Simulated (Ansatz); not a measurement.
## Run report: TiO, single-point calculation (part 1 of 2)

- system: TiO (Pm-3m, 6 atoms in the cell)
- method: DFT PBEsol+U, scalar-relativistic, plane waves, PAW, Ueff = 2 eV on Ti d (Ansatz 0.2.0)

The structure derives from a Materials Project entry. The run did not end well. It belongs to a series of runs on one base structure; here: large parallel starting moments.

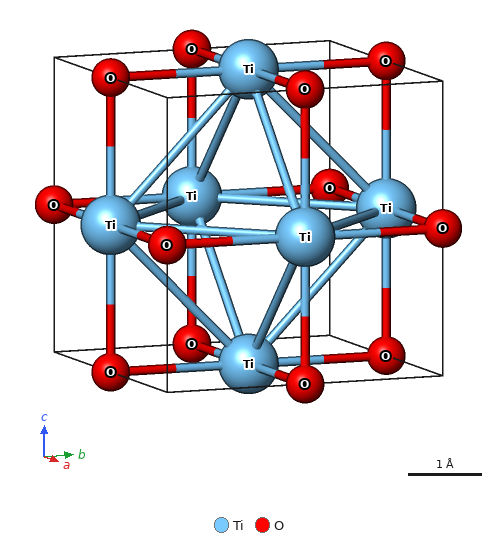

Fig. 1: The structure (ball-and-stick view of the cell of the calculation, seen slightly off an axis). An atom can appear more than once, as a periodic image. Near neighbours in the periodic cell (some may lie outside the picture): Ti has 4 O at 2.04 Å and 8 Ti at 2.89 Å; O has 4 Ti at 2.04 Å.

Input
```yaml
crystal:
  lattice:
    - [4.086668, 0.0, 0.0]
    - [0.0, 4.086668, 0.0]
    - [0.0, 0.0, 4.086668]
  atoms:
    - { symbol: Ti, position: [0.5, 0.5, 0.0], spin: 2.5 }
    - { symbol: Ti, position: [0.0, 0.5, 0.5] }
    - { symbol: Ti, position: [0.5, 0.0, 0.5] }
    - { symbol: O, position: [0.0, 0.5, 0.0] }
    - { symbol: O, position: [0.5, 0.0, 0.0] }
    - { symbol: O, position: [0.0, 0.0, 0.5] }
basis:
  ecutwfc: 420
kpoints:
  mp_grid: { grid: [10, 10, 10] }
hamiltonian:
  xc: pbesol
  hubbard: { sites: [{ species: Ti, l: d, u_eff: 2.0 }] }
scf:
  occupations: { method: gaussian, width: 0.05 }
output:
  forces: true
  stress: true
  eigenvalues: true
  populations: true
magnetization:
  spin_polarized: true
```

Run as:
```bash
ansatz run input.yaml --threads 1 --pin off --max-ram 2560MiB --backend cpu --events-out ev --progress --plain --runs-dir out
```

Log
```
Warning: where an SCF of this run starts from atoms to list the orders of its open shells, Ti (site 0, from 0) starts with 2.00 μB on its 3d shell, in the place of the 2.50 μB that the deck gives it: its open shells can hold no more by Hund's first rule. To start from spheres of the given moment, type scf.initial_density.shell_occupations: []
Ti: projections on atomic orbitals take those of the free atom [Ne] 3s2 3p6 3d2 4s2, of charge +0.00 (hamiltonian.pseudopotentials.projection_atoms); the dataset's partial waves leave at most 4.1e-7 of an orbital's norm unspanned inside its sphere
O: projections on atomic orbitals take those of the free atom [He] 2s2 2p4, of charge +0.00 (hamiltonian.pseudopotentials.projection_atoms); the dataset's partial waves leave at most 1.9e-8 of an orbital's norm unspanned inside its sphere
Engine: ansatz 0.2.0, x86_64-unknown-linux-gnu
Pseudopotentials: kind: paw
Pseudopotential: Ti, paw, valence charge 12, recommended cutoff 420 eV (normal), Ti.paw.azcp
Pseudopotential: O, paw, valence charge 6, recommended cutoff 420 eV (normal), O.paw.azcp
Functional definition: PBEsol
  exchange = pbesol_x
  correlation = pbesol_c
Crystal: 6 atoms, lattice volume = 68.251 Å³
Basis set: ecut = 420 eV, 1357 PW (Γ), exchange–correlation on 60×60×60 points (8 copies of the dense FFT grid, shifted against one another)
Bands: 35, of which v1, the nominal top of the filled ones, is band 27 counted from 1 (26 counted from 0)
Symmetry: 16 space group operations
Space group: P4/mmm (ITA 123), of the structure as read, at distance tolerance 4.1e-5 Å
Magnetic group: BNS 123.339 (UNI 999), of the structure as read, at distance tolerance 4.1e-5 Å
k-points: 126 of 1000
Non-local potential: Ti, projectors of the file, l = 0: 3, l = 1: 2, l = 2: 3, l = 3: 1
Non-local potential: O, projectors of the file, l = 0: 2, l = 1: 2, l = 2: 1
PAW form: soft (Blöchl's): semilocal exchange-correlation on the pseudo side does not see the compensation charge
PAW frozen core: Ti, regenerated for the run's functional, and the local potential with it (the file was generated under x = pbe(κ = 0.804, μ = 0.2195149727645171), c = pbe(β = 0.06672455060314922))
PAW frozen core: O, regenerated for the run's functional, and the local potential with it (the file was generated under x = pbe(κ = 0.804, μ = 0.2195149727645171), c = pbe(β = 0.06672455060314922))
PAW one-centre angular grid: Ti, 590 points (default); XC on 64 Gauss nodes
PAW one-centre angular grid: O, 110 points (default); XC on 64 Gauss nodes
Initial density: superposition of atomic densities (chi_scale 0.1, normalization cell, long waves kept (reshape's long-wave potential 0.03 eV rms))
Starting moments: Σ|m| = 2.5 μB on 1 of 6 sites
Initial wavefunctions: pseudopotential atomic-orbital guess
Functional: x = pbesol(κ = 0.804, μ = 0.12345679012345678), c = pbesol(β = 0.046)
SCF iter   1: F=—  HF=-9106.958366 eV  |F-HF|=—  |Δ(HF+E_count)|=         —  Δρ=7.54e-2 (↑5.84e-2 ↓7.54e-2)  dr2=9.55e0  dr2_m=1.21e0  M=1.475 μB ∫|m|=1.871 μB  β_m=0.30  ethr=3.10e-3  ⟨swp⟩=5.8  Hψ=35153  notcnv=0
preconditioner: auto → Kerker (q_TF=auto, 2.624 Å⁻¹)  [metal: Δε(μ)=0.005 eV  Ē_g=8.127 eV  σ=0.050 eV  W_gap=0.05  n_scr=18 (ndim 8)  ℏωp=24.6 eV  f_vac=0.000  D(μ)=3.13/eV (n_scr^D=26)]
spin=Collinear: Kerker preconditioning applied to the charge; magnetization (m = ρ↑ − ρ↓) channel mixes plain (no charge-response kernel on spin).
SCF iter   2: F=—  HF=-9106.218597 eV  |F-HF|=—  |Δ(HF+E_count)|=   7.40e-1  Δρ=4.73e-2 (↑4.73e-2 ↓4.49e-2)  dr2=2.39e0  dr2_m=1.05e0  M=1.372 μB ∫|m|=1.620 μB  β_m=0.30  ethr=3.10e-3  ⟨swp⟩=2.2  Hψ=15286  notcnv=0  defer=595
SCF iter   3: F=—  HF=-9106.231216 eV  |F-HF|=—  |Δ(HF+E_count)|=   1.26e-2  Δρ=3.63e-2 (↑3.63e-2 ↓3.25e-2)  dr2=1.26e0  dr2_m=6.18e-1  M=1.368 μB ∫|m|=1.568 μB  β_m=0.30  ethr=3.10e-3  ⟨swp⟩=2.0  Hψ=11778  notcnv=0  defer=627
SCF iter   4: F=—  HF=-9105.990267 eV  |F-HF|=—  |Δ(HF+E_count)|=   2.41e-1  Δρ=2.56e-2 (↑2.19e-2 ↓2.56e-2)  dr2=2.51e-1  dr2_m=3.18e-1  M=1.412 μB ∫|m|=1.573 μB  β_m=0.30  ethr=2.34e-3  ⟨swp⟩=2.6  Hψ=13716  notcnv=0  defer=602
SCF iter   5: F=—  HF=-9105.991465 eV  |F-HF|=—  |Δ(HF+E_count)|=   1.20e-3  Δρ=2.17e-2 (↑2.17e-2 ↓1.78e-2)  dr2=8.44e-2  dr2_m=2.26e-1  M=1.391 μB ∫|m|=1.525 μB  β_m=0.30  ethr=4.65e-4  ⟨swp⟩=2.5  Hψ=15123  notcnv=0  defer=561
SCF iter   6: F=—  HF=-9106.044542 eV  |F-HF|=—  |Δ(HF+E_count)|=   5.31e-2  Δρ=1.55e-2 (↑1.55e-2 ↓1.44e-2)  dr2=3.54e-2  dr2_m=1.27e-1  M=1.408 μB ∫|m|=1.525 μB  β_m=0.30  ethr=1.56e-4  ⟨swp⟩=2.2  Hψ=10839  notcnv=0  defer=556
SCF iter   7: F=—  HF=-9106.096222 eV  |F-HF|=—  |Δ(HF+E_count)|=   5.17e-2  Δρ=1.27e-2 (↑7.50e-3 ↓1.27e-2)  dr2=4.33e-2  dr2_m=6.11e-2  M=1.430 μB ∫|m|=1.535 μB  β_m=0.30  ethr=6.55e-5  ⟨swp⟩=2.6  Hψ=16699  notcnv=0  defer=552
SCF iter   8: F=—  HF=-9106.110814 eV  |F-HF|=—  |Δ(HF+E_count)|=   1.46e-2  Δρ=9.55e-3 (↑9.55e-3 ↓8.42e-3)  dr2=3.26e-3  dr2_m=4.99e-2  M=1.431 μB ∫|m|=1.524 μB  β_m=0.30  ethr=6.55e-5  ⟨swp⟩=2.3  Hψ=11367  notcnv=0  defer=549
SCF iter   9: F=—  HF=-9106.125215 eV  |F-HF|=—  |Δ(HF+E_count)|=   1.44e-2  Δρ=7.49e-3 (↑7.49e-3 ↓6.85e-3)  dr2=1.01e-3  dr2_m=3.20e-2  M=1.445 μB ∫|m|=1.530 μB  β_m=0.30  ethr=6.03e-6  ⟨swp⟩=2.0  Hψ=14351  notcnv=0  defer=546
Mixer restart at iter 9: flushing history
spin-set hold released at iteration 9 (site moments contracting): the magnetisation degrees of freedom join the quasi-Newton model from the next iteration; the mixer history was flushed
SCF iter  10: F=—  HF=-9106.134329 eV  |F-HF|=—  |Δ(HF+E_count)|=   9.11e-3  Δρ=6.36e-3 (↑6.36e-3 ↓5.51e-3)  dr2=1.22e-3  dr2_m=2.20e-2  M=1.460 μB ∫|m|=1.538 μB  β_m=0.48  ethr=1.86e-6  ⟨swp⟩=2.0  Hψ=12373  notcnv=0  defer=538
SCF iter  11: F=—  HF=-9106.155299 eV  |F-HF|=—  |Δ(HF+E_count)|=   2.10e-2  Δρ=2.93e-3 (↑2.03e-3 ↓2.93e-3)  dr2=8.91e-4  dr2_m=3.76e-3  M=1.542 μB ∫|m|=1.600 μB  β_m=0.81  ethr=1.86e-6  ⟨swp⟩=2.9  Hψ=18348  notcnv=0  defer=532
SCF iter  12: F=—  HF=-9106.164002 eV  |F-HF|=—  |Δ(HF+E_count)|=   8.70e-3  Δρ=3.12e-3 (↑3.12e-3 ↓1.46e-3)  dr2=5.11e-3  dr2_m=2.96e-3  M=1.633 μB ∫|m|=1.682 μB  β_m=0.39  ethr=1.65e-6  ⟨swp⟩=2.3  Hψ=17447  notcnv=0  defer=519
SCF iter  13: F=—  HF=-9106.172195 eV  |F-HF|=—  |Δ(HF+E_count)|=   8.19e-3  Δρ=1.66e-3 (↑1.54e-3 ↓1.66e-3)  dr2=2.95e-4  dr2_m=1.54e-3  M=1.748 μB ∫|m|=1.797 μB  β_m=0.88  ethr=1.65e-6  ⟨swp⟩=2.5  Hψ=17760  notcnv=0  defer=519
SCF iter  14: F=—  HF=-9106.179116 eV  |F-HF|=—  |Δ(HF+E_count)|=   6.92e-3  Δρ=8.80e-4 (↑7.55e-4 ↓8.80e-4)  dr2=7.63e-4  dr2_m=2.16e-4  M=1.867 μB ∫|m|=1.933 μB  β_m=0.81  ethr=5.47e-7  ⟨swp⟩=3.1  Hψ=19651  notcnv=0  defer=522
SCF iter  15: F=—  HF=-9106.178911 eV  |F-HF|=—  |Δ(HF+E_count)|=   2.05e-4  Δρ=6.54e-4 (↑6.54e-4 ↓6.42e-4)  dr2=1.08e-4  dr2_m=2.39e-4  M=1.874 μB ∫|m|=1.944 μB  β_m=0.91  ethr=5.47e-7  ⟨swp⟩=2.2  Hψ=15492  notcnv=0  defer=515
SCF iter  16: F=—  HF=-9106.178959 eV  |F-HF|=—  |Δ(HF+E_count)|=   4.80e-5  Δρ=3.69e-4 (↑3.69e-4 ↓3.39e-4)  dr2=3.69e-5  dr2_m=7.08e-5  M=1.843 μB ∫|m|=1.907 μB  β_m=0.91  ethr=2.00e-7  ⟨swp⟩=2.7  Hψ=16207  notcnv=0  defer=515
SCF iter  17: F=—  HF=-9106.179215 eV  |F-HF|=—  |Δ(HF+E_count)|=   2.56e-4  Δρ=9.69e-5 (↑9.69e-5 ↓9.68e-5)  dr2=5.21e-6  dr2_m=4.63e-6  M=1.853 μB ∫|m|=1.920 μB  β_m=0.96  ethr=6.84e-8  ⟨swp⟩=2.2  Hψ=15585  notcnv=0  defer=512
SCF iter  18: F=—  HF=-9106.179241 eV  |F-HF|=—  |Δ(HF+E_count)|=   2.57e-5  Δρ=6.02e-5 (↑6.02e-5 ↓5.75e-5)  dr2=2.60e-6  dr2_m=1.61e-6  M=1.856 μB ∫|m|=1.924 μB  β_m=0.96  ethr=9.65e-9  ⟨swp⟩=2.5  Hψ=15767  notcnv=0  defer=511
SCF iter  19: F=—  HF=-9106.179243 eV  |F-HF|=—  |Δ(HF+E_count)|=   2.53e-6  Δρ=2.55e-5 (↑2.45e-5 ↓2.55e-5)  dr2=6.13e-7  dr2_m=2.71e-7  M=1.855 μB ∫|m|=1.922 μB  β_m=0.98  ethr=4.81e-9  ⟨swp⟩=2.0  Hψ=11975  notcnv=0  defer=511
iter 20 did not close the SCF: its close was put off for a magnetic moment that had not settled (scf_convergence_deferred on its scf_iter line)
SCF iter  20: F=-9106.179244 eV  HF=-9106.179244 eV  |F-HF|=5.20e-9  |Δ(HF+E_count)|=   4.79e-7  Δρ=9.68e-6 (↑9.02e-6 ↓9.68e-6)  dr2=6.37e-8  dr2_m=3.93e-8  M=1.854 μB ∫|m|=1.922 μB  β_m=0.99  ethr=1.85e-10  ⟨swp⟩=9.1  Hψ=37514  notcnv=0
iter 21 did not close the SCF: its close was put off for a magnetic moment that had not settled (scf_convergence_deferred on its scf_iter line)
SCF iter  21: F=-9106.179244 eV  HF=-9106.179244 eV  |F-HF|=3.77e-8  |Δ(HF+E_count)|=   7.07e-8  Δρ=4.21e-6 (↑3.65e-6 ↓4.21e-6)  dr2=4.30e-8  dr2_m=1.53e-9  M=1.854 μB ∫|m|=1.921 μB  β_m=0.90  ethr=1.18e-10  ⟨swp⟩=3.0  Hψ=30389  notcnv=0
SCF iter  22: F=-9106.179244 eV  HF=-9106.179244 eV  |F-HF|=2.67e-9  |Δ(HF+E_count)|=   1.66e-9  Δρ=1.19e-6 (↑9.39e-7 ↓1.19e-6)  dr2=3.25e-9  dr2_m=1.32e-10  M=1.854 μB ∫|m|=1.921 μB  ethr=7.96e-11  ⟨swp⟩=2.0  Hψ=22739  notcnv=0
SCF 1 converged in 22 iterations: F = -9106.179244 eV  dr2 = 3.25e-9
  greatest PAW one-centre occupation: 0.999 electrons in one spin orbital (limit 2), on the Ti atom at site 0 (counted from 0), in its partial waves of l = 0
Symmetry: 8 space group operations
k-points: 216 of 1000
Initial density: read from a saved state, or passed on in memory by an earlier SCF of this step, an earlier step, the calling program or the single point that the run made first
Starting moments: Σ|m| = 2.5 μB on 1 of 6 sites; this step starts from the density that it was given
```
